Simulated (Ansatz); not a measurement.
## Ni: phonon calculation (part 1 of 2)

Ni (Fm-3m, 1 atom in the cell), computed with DFT, PBEsol, PAW with Ansatz's default frozen-core files, scalar-relativistic; harmonic phonons by finite displacements, spin-polarised (Ansatz 0.2.0).

The structure derives from an entry of the Crystallography Open Database. It belongs to a series of runs on one base structure; here: PAW files in place of LAPW. Figures and captions count atoms from 1; the log counts them from 0 in places.

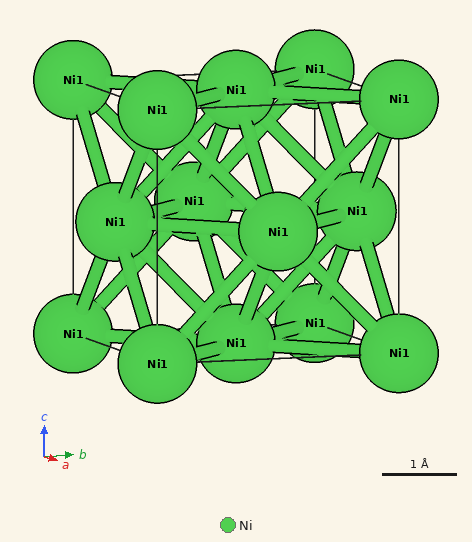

*The structure (ball-and-stick view of the cell 4 times as large as that of the calculation, set on its symmetry axes, seen slightly off an axis; atoms are numbered from 1 in the order of the input).*

### Input file
```yaml
crystal:
  lattice:
    - [0.0, 1.73232378054, 1.73232378054]
    - [1.73232378054, 0.0, 1.73232378054]
    - [1.73232378054, 1.73232378054, 0.0]
  atoms:
    - { symbol: Ni, position: [0.0, 0.0, 0.0], spin: 0.6 }
magnetization:
  spin_polarized: true
kpoints:
  mp_grid: { grid: [24, 24, 24] }
scf:
  occupations: { method: fermi_dirac, width: 0.1 }
hamiltonian:
  xc: pbesol
  pseudopotentials: { kind: paw }
phonons:
  qmesh: [4, 4, 4]
  qpath:
    path:
      - [0.0, 0.0, 0.0]
      - [0.5, 0.0, 0.5]
      - [0.625, 0.25, 0.625]
      - [0.375, 0.375, 0.75]
      - [0.0, 0.0, 0.0]
      - [0.5, 0.5, 0.5]
      - [0.5, 0.25, 0.75]
      - [0.5, 0.0, 0.5]
    npoints: 6
  temperatures: { t_min: 0, t_max: 1000, t_step: 100 }
```

Run as:
```bash
ansatz run input.yaml --threads 2 --pin off --max-ram 6144MiB --backend cpu --events-out ev --progress --plain --runs-dir out
```

### The program's output
```
Engine: ansatz 0.2.0, x86_64-unknown-linux-gnu
Pseudopotentials: kind: paw
Pseudopotential: Ni, paw, valence charge 18, recommended cutoff 420 eV (normal), Ni.paw.azcp
Functional definition: PBEsol
  exchange = pbesol_x
  correlation = pbesol_c
Crystal: 4 atoms, lattice volume = 41.589 Å³
Basis set: ecut = 420 eV, 799 PW (Γ), FFT grids on a1, a2, −a1+2a2+a3, exchange–correlation on 36×60×64 points (8 copies of the dense FFT grid, shifted against one another)
Bands: 44, of which v1, the nominal top of the filled ones, is band 36 counted from 1 (35 counted from 0)
Symmetry: 16 space group operations
k-points: 914 of 3456
Non-local potential: Ni, projectors of the file, l = 0: 3, l = 1: 2, l = 2: 3, l = 3: 1
PAW form: soft (Blöchl's): semilocal exchange-correlation on the pseudo side does not see the compensation charge
PAW frozen core: Ni, regenerated for the run's functional, and the local potential with it (the file was generated under x = pbe(κ = 0.804, μ = 0.2195149727645171), c = pbe(β = 0.06672455060314922))
PAW one-centre angular grid: Ni, 590 points (default); XC on 64 Gauss nodes
Initial density: handed on by an earlier stage of this run
Starting moments: Σ|m| = 2.4 μB on 4 of 4 sites; this step starts from the density that it was given
Initial wavefunctions: those handed on with the density
Functional: x = pbesol(κ = 0.804, μ = 0.12345679012345678), c = pbesol(β = 0.046)
SCF iter   1: F=—  HF=-23220.000434 eV  |F-HF|=—  |Δ(HF+E_count)|=         —  Δρ=4.40e-8 (↑9.71e-9 ↓4.40e-8)  dr2=2.00e-13  dr2_m=1.27e-13  M=2.444 μB ∫|m|=2.747 μB  β_m=0.30  ethr=1.00e-12  ⟨swp⟩=4.2  Hψ=223119  notcnv=0
preconditioner: auto → Kerker (q_TF=auto, 2.990 Å⁻¹)  [metal: Δε(μ)=0.000 eV  Ē_g=8.559 eV  σ=0.100 eV  W_gap=0.00  n_scr=12 (ndim 8)  ℏωp=36.4 eV  f_vac=0.000  D(μ)=6.54/eV (n_scr^D=102)]
spin=Collinear: Kerker preconditioning applied to the charge; magnetization (m = ρ↑ − ρ↓) channel mixes plain (no charge-response kernel on spin).
SCF iter   2: F=-23220.000434 eV  HF=-23220.000434 eV  |F-HF|=3.64e-12  |Δ(HF+E_count)|=    0.00e0  Δρ=2.59e-8 (↑5.55e-9 ↓2.59e-8)  dr2=7.04e-14  dr2_m=4.86e-14  M=2.444 μB ∫|m|=2.747 μB  ethr=1.00e-12  ⟨swp⟩=2.0  Hψ=150133  notcnv=0
SCF 1 converged in 2 iterations: F = -23220.000434 eV  dr2 = 7.04e-14
  greatest PAW one-centre occupation: 1.001 electrons in one spin orbital (limit 2), on the Ni atom at site 3 (counted from 0), in its partial waves of l = 1
Symmetry: 2 space group operations
k-points: 914 of 3456 (time reversal used)
iter 1 solved again at ethr=3.73e-8 eV; its pass at ethr=3.10e-3 eV (dr2=2.68e-5 eV) is discarded
SCF iter   1: F=—  HF=-23220.000411 eV  |F-HF|=—  |Δ(HF+E_count)|=         —  Δρ=1.47e-4 (↑1.03e-4 ↓1.47e-4)  dr2=3.97e-5  dr2_m=8.67e-7  M=2.444 μB ∫|m|=2.747 μB  β_m=0.30  ethr=3.73e-8  ⟨swp⟩=3.3  Hψ=345398  notcnv=0  defer=617
spin=Collinear: Kerker preconditioning applied to the charge; magnetization (m = ρ↑ − ρ↓) channel mixes plain (no charge-response kernel on spin).
SCF iter   2: F=—  HF=-23220.000409 eV  |F-HF|=—  |Δ(HF+E_count)|=   2.03e-6  Δρ=1.85e-4 (↑1.04e-4 ↓1.85e-4)  dr2=2.96e-5  dr2_m=9.80e-7  M=2.444 μB ∫|m|=2.747 μB  β_m=0.31  ethr=3.73e-8  ⟨swp⟩=1.0  Hψ=78450  notcnv=0  defer=617
SCF iter   3: F=—  HF=-23220.000399 eV  |F-HF|=—  |Δ(HF+E_count)|=   1.05e-5  Δρ=2.34e-4 (↑8.63e-5 ↓2.34e-4)  dr2=5.22e-5  dr2_m=2.66e-6  M=2.444 μB ∫|m|=2.747 μB  β_m=0.25  ethr=3.73e-8  ⟨swp⟩=1.1  Hψ=81641  notcnv=0  defer=617
SCF iter   4: F=—  HF=-23220.000396 eV  |F-HF|=—  |Δ(HF+E_count)|=   2.67e-6  Δρ=3.66e-5 (↑2.39e-5 ↓3.66e-5)  dr2=3.65e-7  dr2_m=1.31e-7  M=2.444 μB ∫|m|=2.747 μB  β_m=0.63  ethr=3.73e-8  ⟨swp⟩=2.3  Hψ=103007  notcnv=0  defer=617
SCF iter   5: F=—  HF=-23220.000402 eV  |F-HF|=—  |Δ(HF+E_count)|=   5.37e-6  Δρ=6.13e-5 (↑1.22e-5 ↓6.13e-5)  dr2=1.59e-6  dr2_m=2.74e-7  M=2.444 μB ∫|m|=2.747 μB  β_m=0.63  ethr=5.07e-10  ⟨swp⟩=2.6  Hψ=133669  notcnv=0  defer=617
SCF iter   6: F=—  HF=-23220.000402 eV  |F-HF|=—  |Δ(HF+E_count)|=   2.74e-7  Δρ=1.13e-4 (↑3.67e-5 ↓1.13e-4)  dr2=7.64e-6  dr2_m=5.72e-7  M=2.444 μB ∫|m|=2.747 μB  β_m=0.38  ethr=5.07e-10  ⟨swp⟩=2.2  Hψ=126432  notcnv=0  defer=617  recentre
SCF iter   7: F=—  HF=-23220.000402 eV  |F-HF|=—  |Δ(HF+E_count)|=   3.20e-7  Δρ=8.29e-6 (↑4.61e-6 ↓8.29e-6)  dr2=1.85e-8  dr2_m=9.23e-9  M=2.444 μB ∫|m|=2.747 μB  β_m=0.61  ethr=5.07e-10  ⟨swp⟩=2.0  Hψ=114345  notcnv=0  defer=617
SCF iter   8: F=—  HF=-23220.000402 eV  |F-HF|=—  |Δ(HF+E_count)|=  6.98e-10  Δρ=1.47e-6 (↑1.10e-6 ↓1.47e-6)  dr2=9.33e-10  dr2_m=3.00e-10  M=2.444 μB ∫|m|=2.747 μB  β_m=0.79  ethr=2.57e-11  ⟨swp⟩=2.3  Hψ=146845  notcnv=0  defer=617
SCF iter   9: F=—  HF=-23220.000402 eV  |F-HF|=—  |Δ(HF+E_count)|=  3.71e-10  Δρ=3.15e-6 (↑1.43e-6 ↓3.15e-6)  dr2=7.25e-9  dr2_m=2.98e-10  M=2.444 μB ∫|m|=2.747 μB  β_m=0.79  ethr=1.30e-12  ⟨swp⟩=2.0  Hψ=145231  notcnv=0  defer=617
SCF iter  10: F=—  HF=-23220.000402 eV  |F-HF|=—  |Δ(HF+E_count)|=  4.98e-10  Δρ=5.58e-6 (↑1.99e-6 ↓5.58e-6)  dr2=1.98e-8  dr2_m=1.26e-9  M=2.444 μB ∫|m|=2.747 μB  β_m=0.47  ethr=1.30e-12  ⟨swp⟩=2.9  Hψ=158366  notcnv=0  defer=617  recentre
SCF iter  11: F=—  HF=-23220.000402 eV  |F-HF|=—  |Δ(HF+E_count)|=  8.26e-10  Δρ=6.37e-7 (↑2.69e-7 ↓6.37e-7)  dr2=2.20e-10  dr2_m=2.36e-11  M=2.444 μB ∫|m|=2.747 μB  β_m=0.43  ethr=1.30e-12  ⟨swp⟩=2.0  Hψ=114166  notcnv=0  defer=617
SCF iter  12: F=—  HF=-23220.000402 eV  |F-HF|=—  |Δ(HF+E_count)|=  2.11e-10  Δρ=6.69e-7 (↑1.63e-7 ↓6.69e-7)  dr2=2.17e-10  dr2_m=2.71e-11  M=2.444 μB ∫|m|=2.747 μB  β_m=0.72  ethr=1.00e-12  ⟨swp⟩=1.0  Hψ=78450  notcnv=0  defer=617
SCF iter  13: F=—  HF=-23220.000402 eV  |F-HF|=—  |Δ(HF+E_count)|=    0.00e0  Δρ=3.73e-7 (↑1.29e-7 ↓3.73e-7)  dr2=8.32e-11  dr2_m=6.72e-12  M=2.444 μB ∫|m|=2.747 μB  β_m=0.86  ethr=1.00e-12  ⟨swp⟩=1.0  Hψ=78450  notcnv=0  defer=617
SCF iter  14: F=—  HF=-23220.000402 eV  |F-HF|=—  |Δ(HF+E_count)|=  3.64e-12  Δρ=3.95e-7 (↑1.30e-7 ↓3.95e-7)  dr2=9.57e-11  dr2_m=6.80e-12  M=2.444 μB ∫|m|=2.747 μB  β_m=0.52  ethr=1.00e-12  ⟨swp⟩=1.0  Hψ=78450  notcnv=0  defer=617
SCF iter  15: F=-23220.000402 eV  HF=-23220.000402 eV  |F-HF|=0.00e0  |Δ(HF+E_count)|=  3.64e-12  Δρ=5.49e-8 (↑2.59e-8 ↓5.49e-8)  dr2=2.42e-12  dr2_m=1.18e-13  M=2.444 μB ∫|m|=2.747 μB  ethr=1.00e-12  ⟨swp⟩=3.9  Hψ=334028  notcnv=0
SCF 2 converged in 15 iterations: F = -23220.000402 eV  dr2 = 2.42e-12
[... from here on the iterations of each SCF are left out, up to the last one ...]
Symmetry: 1 space group operations
k-points: 1732 of 3456 (time reversal used)
spin=Collinear: Kerker preconditioning applied to the charge; magnetization (m = ρ↑ − ρ↓) channel mixes plain (no charge-response kernel on spin).
SCF 3 converged in 15 iterations: F = -23220.000409 eV  dr2 = 8.32e-13
Basis set: ecut = 420 eV, 807 PW (Γ), FFT grids on a1, a2, −2a1−2a2+a3, exchange–correlation on 36×48×80 points (8 copies of the dense FFT grid, shifted against one another)
Symmetry: 32 space group operations
k-points: 592 of 3456
preconditioner: auto → Kerker (q_TF=auto, 2.990 Å⁻¹)  [metal: Δε(μ)=0.000 eV  Ē_g=8.576 eV  σ=0.100 eV  W_gap=0.00  n_scr=16 (ndim 8)  ℏωp=36.4 eV  f_vac=0.000  D(μ)=6.54/eV (n_scr^D=104)]
spin=Collinear: Kerker preconditioning applied to the charge; magnetization (m = ρ↑ − ρ↓) channel mixes plain (no charge-response kernel on spin).
SCF 4 converged in 2 iterations: F = -23220.000434 eV  dr2 = 9.73e-16
Symmetry: 4 space group operations
k-points: 592 of 3456 (time reversal used)
preconditioner: auto → Kerker (q_TF=auto, 2.990 Å⁻¹)  [metal: Δε(μ)=0.000 eV  Ē_g=8.575 eV  σ=0.100 eV  W_gap=0.00  n_scr=16 (ndim 8)  ℏωp=36.4 eV  f_vac=0.000  D(μ)=6.54/eV (n_scr^D=104)]
spin=Collinear: Kerker preconditioning applied to the charge; magnetization (m = ρ↑ − ρ↓) channel mixes plain (no charge-response kernel on spin).
SCF 5 converged in 12 iterations: F = -23220.000402 eV  dr2 = 3.52e-12
k-points: 950 of 3456 (time reversal used)
spin=Collinear: Kerker preconditioning applied to the charge; magnetization (m = ρ↑ − ρ↓) channel mixes plain (no charge-response kernel on spin).
[... 62 lines left out ...]
preconditioner: auto → Kerker (q_TF=auto, 2.990 Å⁻¹)  [metal: Δε(μ)=0.000 eV  Ē_g=8.561 eV  σ=0.100 eV  W_gap=0.00  n_scr=18 (ndim 8)  ℏωp=36.4 eV  f_vac=0.000  D(μ)=6.54/eV (n_scr^D=102)]
spin=Collinear: Kerker preconditioning applied to the charge; magnetization (m = ρ↑ − ρ↓) channel mixes plain (no charge-response kernel on spin).
SCF 11 converged in 11 iterations: F = -23220.000416 eV  dr2 = 1.12e-12
Basis set: ecut = 420 eV, 803 PW (Γ), FFT grids on a1, a2, 2a1−a2+a3, exchange–correlation on 60×48×54 points (8 copies of the dense FFT grid, shifted against one another)
k-points: 301 of 3456
preconditioner: auto → Kerker (q_TF=auto, 2.990 Å⁻¹)  [metal: Δε(μ)=0.000 eV  Ē_g=8.469 eV  σ=0.100 eV  W_gap=0.00  n_scr=14 (ndim 8)  ℏωp=36.4 eV  f_vac=0.000  D(μ)=6.54/eV (n_scr^D=104)]
spin=Collinear: Kerker preconditioning applied to the charge; magnetization (m = ρ↑ − ρ↓) channel mixes plain (no charge-response kernel on spin).
SCF 12 converged in 2 iterations: F = -23220.000434 eV  dr2 = 4.41e-13
k-points: 520 of 3456 (time reversal used)
spin=Collinear: Kerker preconditioning applied to the charge; magnetization (m = ρ↑ − ρ↓) channel mixes plain (no charge-response kernel on spin).
SCF 13 converged in 10 iterations: F = -23220.000402 eV  dr2 = 3.71e-12
k-points: 301 of 3456 (time reversal used)
iter 1 solved again at ethr=1.90e-8 eV; its pass at ethr=3.10e-3 eV (dr2=1.36e-5 eV) is discarded
```
